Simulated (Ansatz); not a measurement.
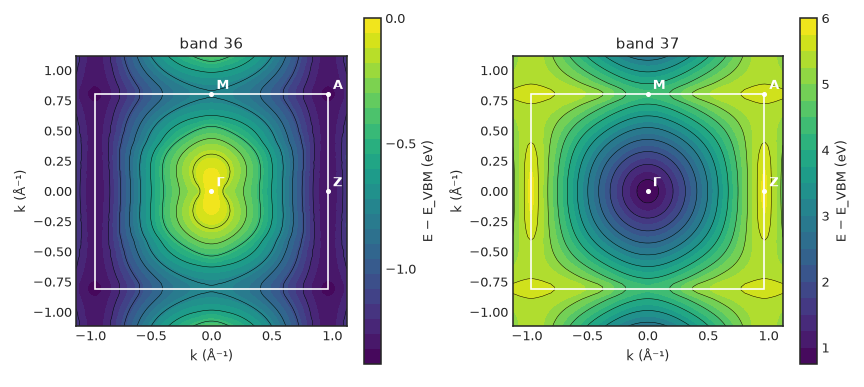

Two bands of ZnO in space group P4_2/mnm over the plane through Γ, Z and M: the highest mostly filled and the lowest mostly empty one.

All numbers here come from DFT PBE, scalar-relativistic, plane waves, PAW; levels and slopes on a dense k mesh at the converged density in Ansatz 0.2.0. No spin polarisation. Mesh 20×20×34, interpolated with the band slopes. The geometry was not relaxed (residual pressure 5 GPa). The cell comes from a database of computed structures, not from a measurement.

Question: Give both levels and their distance at the named points.

Answer:
```
point  lower band (eV)  upper band (eV)  distance (eV)
    Γ             0.00             0.81           0.81
    Z            −1.31             5.85           7.16
    M            −0.76             4.30           5.05
    A            −1.33             5.56           6.88
```

Question: Where are the band edges of the whole zone?

Answer: The valence band has one maximum at Γ, principal masses 0.16, 2.44 and 2.44 mₑ; the conduction band has one minimum at Γ, principal masses 0.14, 0.18 and 0.18 mₑ. The gap is direct, 0.81 eV at this level of theory, which underestimates gaps and can reorder valleys that lie close.
